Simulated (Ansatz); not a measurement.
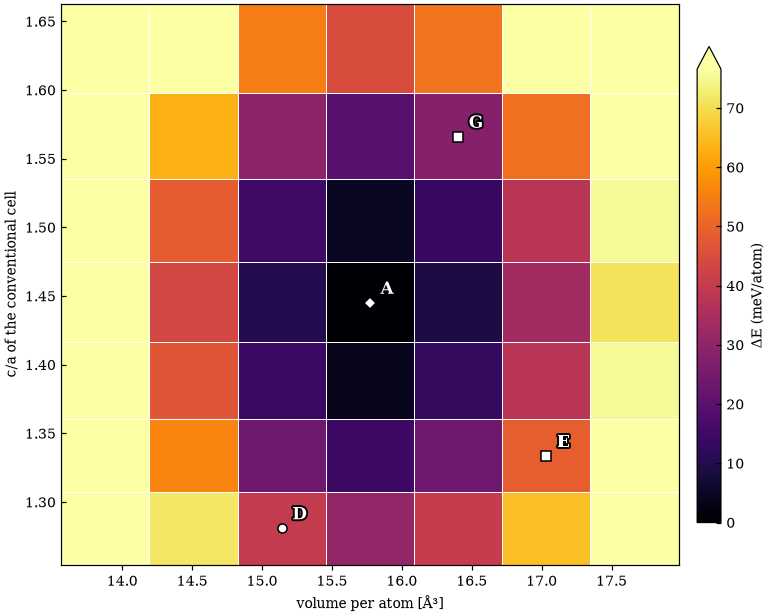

TiAl (P4/mmm, No. 123; 2 atoms in the cell). 
- The energy is mapped over volume and the cell's shape.
- Coordinates scanned: (1) volume per atom; (2) c/a of the conventional cell.
- Nothing is relaxed (symmetry fixes all fractional coordinates).
- The scan uses a 7 × 7 grid.
- Points are written as (first, second).
- All energies are given in meV/atom relative to the lowest grid point.
- Method: DFT PBEsol, scalar-relativistic, plane waves, PAW (Ansatz). Settings: cutoff 520 eV, k-mesh 18×18×12 in the order of the run's cell vectors, gaussian smearing 0.15 eV, no spin polarisation.

In the figure: one coloured cell a grid point, one colour for all values above the top of the scale, lettered points.

Rank the lettered points by energy, lowest first.

Answer. A (0 meV/atom), G (28 meV/atom), D (40 meV/atom), E (49 meV/atom).

What kind of point is each of A, E, G: minimum, saddle, maximum or slope?

Answer. A: minimum; E: on a slope; G: on a slope. (In these two coordinates alone; a stationary point may lie a little off the grid point.)

PAW datasets: the set soft_1.
